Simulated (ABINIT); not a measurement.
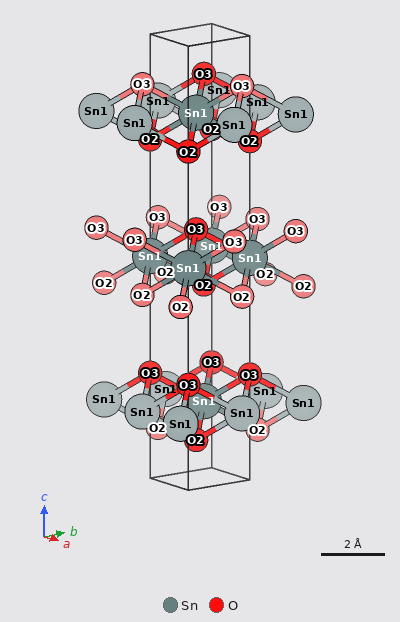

**Figure 1.** The structure (ball-and-stick view of the cell 3 times as large as that of the calculation, set on its symmetry axes, seen slightly off an axis; neighbours outside the cell are drawn fainter; atoms are numbered from 1 in the order of the input). An atom can appear more than once, as a periodic image.

# Dielectric calculation of SnO2 (part 1 of 3)

- system: SnO2 (R-3m, 3 atoms in the cell)
- method: Kohn-Sham DFT of a periodic cell, LDA, PseudoDojo NC SR LDA v0.4.1 standard, no spin polarisation (ABINIT 10.8.3)

The structure derives from a Materials Project entry.

The input
```
ndtset 3

pp_dirpath "./"
pseudos "Sn.upf, O.upf"

acell 3*1.0 Angstrom
rprim
     1.6170930752     0.9336291223     4.8005925840
    -1.6170930752     0.9336291223     4.8005925840
     0.0000000000    -1.8672582446     4.8005925840
ntypat 2
znucl 50 8
natom 3
typat 1 2 2
xred
            1/2            1/2            1/2
   0.7628300000   0.7628300000   0.7628300000
   0.2371700000   0.2371700000   0.2371700000

ecut 952.398519 eV

ngkpt 6 6 6
nshiftk 1
shiftk 0.0 0.0 0.0

ixc 7

nband 13
occopt 1

nstep 80
diemac 6.0

prteig 0
prtebands 0
prtwf 0
prtden 0
prtpot 0

kptopt1 1
tolvrs1 1.0e-15
prtwf1 1

iscf2 -3
rfelfd2 2
rfdir2 1 1 1
getwfk2 1
kptopt2 2
nqpt2 1
qpt2 0.0 0.0 0.0
tolwfr2 1.0e-18
prtwf2 1

rfelfd3 3
rfdir3 1 1 1
getwfk3 1
getddk3 2
kptopt3 2
nqpt3 1
qpt3 0.0 0.0 0.0
tolvrs3 1.0e-9
```

File mrgddb.in
```
merged_DDB
SnO2
2
runo_DS1_DDB
runo_DS3_DDB
```

File anaddb.abi
```
ddb_filepath "merged_DDB"
output_file "anaddb.abo"
outdata_prefix "ana"
asr 1
chneut 1
dipdip 1
dieflag 2
enunit 0
```

Machine: 4 threads of Intel Xeon @ 2.50GHz (Skylake/Cascade Lake), 189 GiB of memory available, shared host.

Launched with:
```bash
mpirun --bind-to none -np 4 abinit run.abi > log 2>&1
mrgddb < mrgddb.in > mrgddb.log 2>&1
anaddb anaddb.abi > anaddb.log 2>&1
```

Log
```
.Version 10.8.3 of ABINIT
 DATASET    1 : space group R-3 m (#166); Bravais hR (rhombohedral)
================================================================================
 Values of the parameters that define the memory need for DATASET  1.
     intxc =       0    ionmov =       0      iscf =       7    lmnmax =       6
     lnmax =       6     mgfft =      54  mpssoang =       3    mqgrid =    3001
     natom =       3  nloc_mem =       1    nspden =       1   nspinor =       1
    nsppol =       1      nsym =      12    n1xccc =    2501    ntypat =       2
    occopt =       1   xclevel =       1
       mpw =        2918          nfft =      157464          nkpt =          32
================================================================================
================================================================================

 DATASET    2 : space group R-3 m (#166); Bravais hR (rhombohedral)
================================================================================
 Values of the parameters that define the memory need for DATASET  2 (RF).
     intxc =       0      iscf =      -3    lmnmax =       6     lnmax =       6
     mgfft =      54  mpssoang =       3    mqgrid =    3001     natom =       3
  nloc_mem =       1    nspden =       1   nspinor =       1    nsppol =       1
      nsym =      12    n1xccc =    2501    ntypat =       2    occopt =       1
   xclevel =       1
      nfft =      157464          nkpt =         112
================================================================================
================================================================================

 DATASET    3 : space group R-3 m (#166); Bravais hR (rhombohedral)
================================================================================
 Values of the parameters that define the memory need for DATASET  3 (RF).
     intxc =       0      iscf =       7    lmnmax =       6     lnmax =       6
     mgfft =      54  mpssoang =       3    mqgrid =    3001     natom =       3
  nloc_mem =       1    nspden =       1   nspinor =       1    nsppol =       1
      nsym =      12    n1xccc =    2501    ntypat =       2    occopt =       1
   xclevel =       1
      nfft =      157464          nkpt =         112
================================================================================
================================================================================

--------------------------------------------------------------------------------
------------- Echo of variables that govern the present computation ------------
--------------------------------------------------------------------------------
 -outvars: echo values of preprocessed input variables --------
            acell      1.8897261259E+00  1.8897261259E+00  1.8897261259E+00 Bohr
              amu      1.18710000E+02  1.59994000E+01
           diemac      6.00000000E+00
             ecut      3.50000000E+01 Hartree
           getddk1          0
           getddk2          0
           getddk3          2
           getwfk1          0
           getwfk2          1
           getwfk3          1
             iscf1          7
             iscf2         -3
             iscf3          7
                       outvar_i_n : Printing only first  50 k-points.
              ixc           7
           jdtset        1    2    3
                       outvar_i_n : Printing only first  50 k-points.
           kptopt1          1
           kptopt2          2
           kptopt3          2
         kptrlatt        6    0    0      0    6    0      0    0    6
          kptrlen      3.66703564E+01
            natom           3
            nband1         13
            nband2         13
            nband3         13
           ndtset           3
            ngfft          54      54      54
             nkpt1         32
             nkpt2        112
             nkpt3        112
             nqpt1          0
             nqpt2          1
             nqpt3          1
            nstep          80
             nsym          12
           ntypat           2
        optdriver1          0
        optdriver2          1
        optdriver3          1
           prtden           0
        prtebands           0
           prteig           0
            prtwf1          1
            prtwf2          1
            prtwf3          0
           rfelfd1          0
           rfelfd2          2
           rfelfd3          3
            rprim      1.6170930752E+00  9.3362912230E-01  4.8005925840E+00
                      -1.6170930752E+00  9.3362912230E-01  4.8005925840E+00
                       0.0000000000E+00 -1.8672582446E+00  4.8005925840E+00
          spgroup         166
           tolvrs1     1.00000000E-15
           tolvrs2     0.00000000E+00
           tolvrs3     1.00000000E-09
           tolwfr1     0.00000000E+00
           tolwfr2     1.00000000E-18
           tolwfr3     0.00000000E+00
            typat      1  2  2
                       outvars : Printing only first  50 k-points.
           xangst      2.7734246398E-17 -1.3847289847E-17  7.2008888760E+00
                      -2.9264580480E-16 -3.3510088449E-18  1.0986108123E+01
                       9.4785868410E-18 -3.5726360785E-18  3.4156696294E+00
            xcart      5.2410130001E-17 -2.6167585396E-17  1.3607707839E+01
                      -5.5302042296E-16 -6.3324889624E-18  2.0760735541E+01
                       1.7911933190E-17 -6.7513037358E-18  6.4546801362E+00
             xred      5.0000000000E-01  5.0000000000E-01  5.0000000000E-01
                       7.6283000000E-01  7.6283000000E-01  7.6283000000E-01
                       2.3717000000E-01  2.3717000000E-01  2.3717000000E-01
            znucl       50.00000    8.00000

================================================================================

 chkinp: Checking input parameters for consistency, jdtset=   1.

 chkinp: Checking input parameters for consistency, jdtset=   2.

 chkinp: Checking input parameters for consistency, jdtset=   3.

================================================================================
== DATASET  1 ==================================================================

--- !DatasetInfo
iteration_state: {dtset: 1, }
dimensions: {natom: 3, nkpt: 32, mband: 13, nsppol: 1, nspinor: 1, nspden: 1, mpw: 2918, }
cutoff_energies: {ecut:  35.0, pawecutdg:  -1.0, }
electrons: {nelect:   2.60000000E+01, charge:   0.00000000E+00, occopt:   1.00000000E+00, tsmear:   1.00000000E-02, }
meta: {optdriver: 0, ionmov: 0, optcell: 0, iscf: 7, paral_kgb: 0, }
...

 Exchange-correlation functional for the present dataset will be:
  LDA: Perdew-Wang 92 LSD fit to Ceperley-Alder data - ixc=7
  J.P.Perdew and Y.Wang, PRB 45, 13244 (1992)

 Real(R)+Recip(G) space primitive vectors, cartesian coordinates (Bohr,Bohr^-1):
 R(1)=  3.0558630  1.7643033  9.0718052  G(1)=  0.1636199  0.0944660  0.0367439
 R(2)= -3.0558630  1.7643033  9.0718052  G(2)= -0.1636199  0.0944660  0.0367439
 R(3)=  0.0000000 -3.5286067  9.0718052  G(3)=  0.0000000 -0.1889320  0.0367439
 Unit cell volume ucvol=  2.9346216E+02 bohr^3
 Angles (23,13,12)=  3.65937182E+01  3.65937182E+01  3.65937182E+01 degrees

 getcut: wavevector=  0.0000  0.0000  0.0000  ngfft=  54  54  54
         ecut(hartree)=     35.000   => boxcut(ratio)=   2.08367

--- Pseudopotential description ------------------------------------------------
- pspini: atom type   1  psp file is ./Sn.upf
  50.00000  14.00000  180309                  znucl, zion, pspdat
12 -1012 2 -1 1608                            pspcod,pspxc,lmax,lloc,mmax
     nproj     2     2     2

- pspini: atom type   2  psp file is ./O.upf
   8.00000   6.00000  201201                  znucl, zion, pspdat
12 -1012 2 -1 926                             pspcod,pspxc,lmax,lloc,mmax
     nproj     2     2     1

   1.17083060E+03                                ecore*ucvol(ha*bohr**3)
--------------------------------------------------------------------------------

================================================================================

--- !BeginCycle
iteration_state: {dtset: 1, }
solver: {iscf: 7, nstep: 80, nline: 4, wfoptalg: 0, }
tolerances: {tolvrs: 1.00E-15, }
...

     iter   Etot(hartree)      deltaE(h)  residm     vres2
 ETOT  1  -110.82160418794    -1.108E+02 3.760E-01 6.505E+02
 ETOT  2  -111.57085255128    -7.492E-01 8.609E-02 1.092E+02
 ETOT  3  -111.58605595963    -1.520E-02 1.124E-01 7.101E+01
 ETOT  4  -111.59156698533    -5.511E-03 6.033E-03 3.266E+01
 ETOT  5  -111.59514317046    -3.576E-03 2.344E-03 2.935E-02
 ETOT  6  -111.59517988445    -3.671E-05 2.113E-04 3.107E-03
 ETOT  7  -111.59518415751    -4.273E-06 4.906E-05 8.214E-04
 ETOT  8  -111.59518484722    -6.897E-07 5.431E-06 5.990E-04
 ETOT  9  -111.59518504083    -1.936E-07 1.455E-06 4.687E-06
 ETOT 10  -111.59518506596    -2.513E-08 1.807E-07 3.206E-07
 ETOT 11  -111.59518507095    -4.988E-09 5.002E-08 8.566E-08
 ETOT 12  -111.59518507201    -1.058E-09 1.384E-08 1.220E-09
 ETOT 13  -111.59518507224    -2.334E-10 2.336E-09 8.246E-09
 ETOT 14  -111.59518507230    -5.797E-11 1.165E-09 2.228E-10
 ETOT 15  -111.59518507231    -1.509E-11 1.955E-10 5.464E-10
 ETOT 16  -111.59518507232    -7.518E-12 1.009E-10 2.427E-11
 ETOT 17  -111.59518507232     1.862E-12 1.684E-11 7.872E-12
 ETOT 18  -111.59518507232     1.577E-12 8.929E-12 3.260E-13
 ETOT 19  -111.59518507232     6.395E-13 1.484E-12 8.216E-15
 ETOT 20  -111.59518507232    -3.354E-12 8.017E-13 2.323E-14
 ETOT 21  -111.59518507232     2.657E-12 1.330E-13 1.810E-15
 ETOT 22  -111.59518507231     1.535E-12 7.263E-14 2.322E-15
 ETOT 23  -111.59518507232    -3.411E-13 1.205E-14 2.909E-16

 At SCF step   23       vres2   =  2.91E-16 < tolvrs=  1.00E-15 =>converged.

 Cartesian components of stress tensor (hartree/bohr^3)
  sigma(1 1)=  3.66133682E-04  sigma(3 2)=  0.00000000E+00
  sigma(2 2)=  3.66133681E-04  sigma(3 1)=  0.00000000E+00
  sigma(3 3)=  2.94742148E-04  sigma(2 1)=  0.00000000E+00

--- !ResultsGS
iteration_state: {dtset: 1, }
comment   : Summary of ground state results
lattice_vectors:
- [  3.0558630,   1.7643033,   9.0718052, ]
- [ -3.0558630,   1.7643033,   9.0718052, ]
- [  0.0000000,  -3.5286067,   9.0718052, ]
lattice_lengths: [   9.73390,    9.73390,    9.73390, ]
lattice_angles: [ 36.594,  36.594,  36.594, ] # degrees, (23, 13, 12)
lattice_volume:   2.9346216E+02
convergence: {deltae: -3.411E-13, res2:  2.909E-16, residm:  1.205E-14, diffor: null, }
etotal    :  -1.11595185E+02
entropy   :   0.00000000E+00
fermie    :   6.45598858E-02
cartesian_stress_tensor: # hartree/bohr^3
- [  3.66133682E-04,   0.00000000E+00,   0.00000000E+00, ]
- [  0.00000000E+00,   3.66133681E-04,   0.00000000E+00, ]
- [  0.00000000E+00,   0.00000000E+00,   2.94742148E-04, ]
pressure_GPa:  -1.0072E+01
xred      :
- [  5.0000E-01,   5.0000E-01,   5.0000E-01, Sn]
- [  7.6283E-01,   7.6283E-01,   7.6283E-01,  O]
- [  2.3717E-01,   2.3717E-01,   2.3717E-01,  O]
cartesian_forces: # hartree/bohr
- [ -0.00000000E+00,  -0.00000000E+00,  -0.00000000E+00, ]
- [  6.14500733E-18,   2.51890225E-18,   1.28522927E-02, ]
- [ -6.14500733E-18,  -2.51890225E-18,  -1.28522927E-02, ]
force_length_stats: {min:   0.00000000E+00, max:   1.28522927E-02, mean:   8.56819513E-03, }
...

 Integrated electronic density in atomic spheres:
 ------------------------------------------------
 Atom  Sphere_radius  Integrated_density
    1        2.00000         10.46700556
    2        2.00000          6.15030432
    3        2.00000          6.15030432
================================================================================

 ----iterations are completed or convergence reached----

 Mean square residual over all n,k,spin=   29.336E-18; max=  12.048E-15
 reduced coordinates (array xred) for    3 atoms
       0.500000000000      0.500000000000      0.500000000000
       0.762830000000      0.762830000000      0.762830000000
       0.237170000000      0.237170000000      0.237170000000
 rms dE/dt=  9.5198E-02; max dE/dt=  1.1659E-01; dE/dt below (all hartree)
    1       0.000000000000      0.000000000000      0.000000000000
    2      -0.116593495998     -0.116593495998     -0.116593495998
    3       0.116593495998      0.116593495998      0.116593495998

 cartesian coordinates (angstrom) at end:
    1      0.00000000000000    -0.00000000000000     7.20088887600000
    2     -0.00000000000000    -0.00000000000000    10.98610812255816
    3      0.00000000000000    -0.00000000000000     3.41566962944184

 cartesian forces (hartree/bohr) at end:
    1     -0.00000000000000    -0.00000000000000    -0.00000000000000
    2      0.00000000000000     0.00000000000000     0.01285229269100
    3     -0.00000000000000    -0.00000000000000    -0.01285229269100
 frms,max,avg= 6.0586289E-03 1.2852293E-02   0.000E+00  0.000E+00  0.000E+00 h/b

 cartesian forces (eV/Angstrom) at end:
    1     -0.00000000000000    -0.00000000000000    -0.00000000000000
    2      0.00000000000000     0.00000000000000     0.66089146243021
    3     -0.00000000000000    -0.00000000000000    -0.66089146243021
 frms,max,avg= 3.1154722E-01 6.6089146E-01   0.000E+00  0.000E+00  0.000E+00 e/A
 length scales=  1.889726125908  1.889726125908  1.889726125908 bohr
              =  1.000000000000  1.000000000000  1.000000000000 angstroms
 Fermi (or HOMO) energy (hartree) =   0.06456   Average Vxc (hartree)=  -0.39534
 Eigenvalues (hartree) for nkpt=  32  k points:
 kpt#   1, nband= 13, wtk=  0.00463, kpt=  0.0000  0.0000  0.0000 (reduced coord)
  -0.66645   -0.66159   -0.66159   -0.65322   -0.65322   -0.58657   -0.51607   -0.07962
   0.01694    0.01694    0.03050    0.03050    0.06062
 prteigrs : prtvol=0 or 1, do not print more k-points.

--- !EnergyTerms
iteration_state     : {dtset: 1, }
comment             : Components of total free energy in Hartree
kinetic             :  6.93518465430071E+01
hartree             :  3.32377266018136E+01
xc                  : -2.99760488762889E+01
Ewald energy        : -6.52851045359770E+01
psp_core            :  3.98971576056523E+00
local_psp           : -9.49978606672349E+01
non_local_psp       : -2.79154598982004E+01
total_energy        : -1.11595185072315E+02
total_energy_eV     : -3.03665968419450E+03
band_energy         : -8.97806015733634E+00
...

 Cartesian components of stress tensor (hartree/bohr^3)
  sigma(1 1)=  3.66133682E-04  sigma(3 2)=  0.00000000E+00
  sigma(2 2)=  3.66133681E-04  sigma(3 1)=  0.00000000E+00
  sigma(3 3)=  2.94742148E-04  sigma(2 1)=  0.00000000E+00

-Cartesian components of stress tensor (GPa)         [Pressure= -1.0072E+01 GPa]
- sigma(1 1)=  1.07720248E+01  sigma(3 2)=  0.00000000E+00
- sigma(2 2)=  1.07720248E+01  sigma(3 1)=  0.00000000E+00
- sigma(3 3)=  8.67161339E+00  sigma(2 1)=  0.00000000E+00

================================================================================
== DATASET  2 ==================================================================

--- !DatasetInfo
iteration_state: {dtset: 2, }
dimensions: {natom: 3, nkpt: 112, mband: 13, nsppol: 1, nspinor: 1, nspden: 1, mpw: 2922, }
cutoff_energies: {ecut:  35.0, pawecutdg:  -1.0, }
electrons: {nelect:   2.60000000E+01, charge:   0.00000000E+00, occopt:   1.00000000E+00, tsmear:   1.00000000E-02, }
meta: {optdriver: 1, rfelfd: 2, }
...

 mkfilename : getwfk/=0, take file _WFK from output of DATASET   1.

 Exchange-correlation functional for the present dataset will be:
  LDA: Perdew-Wang 92 LSD fit to Ceperley-Alder data - ixc=7
  J.P.Perdew and Y.Wang, PRB 45, 13244 (1992)

 Real(R)+Recip(G) space primitive vectors, cartesian coordinates (Bohr,Bohr^-1):
 R(1)=  3.0558630  1.7643033  9.0718052  G(1)=  0.1636199  0.0944660  0.0367439
 R(2)= -3.0558630  1.7643033  9.0718052  G(2)= -0.1636199  0.0944660  0.0367439
 R(3)=  0.0000000 -3.5286067  9.0718052  G(3)=  0.0000000 -0.1889320  0.0367439
 Unit cell volume ucvol=  2.9346216E+02 bohr^3
 Angles (23,13,12)=  3.65937182E+01  3.65937182E+01  3.65937182E+01 degrees
 setup1 : take into account q-point for computing boxcut.

 getcut: wavevector=  0.0000  0.0000  0.0000  ngfft=  54  54  54
         ecut(hartree)=     35.000   => boxcut(ratio)=   2.08367
--------------------------------------------------------------------------------

 ==>  initialize data related to q vector <==

 The list of irreducible perturbations for this q vector is:
    1)    idir= 1    ipert=   4
    2)    idir= 2    ipert=   4
    3)    idir= 3    ipert=   4

================================================================================
```
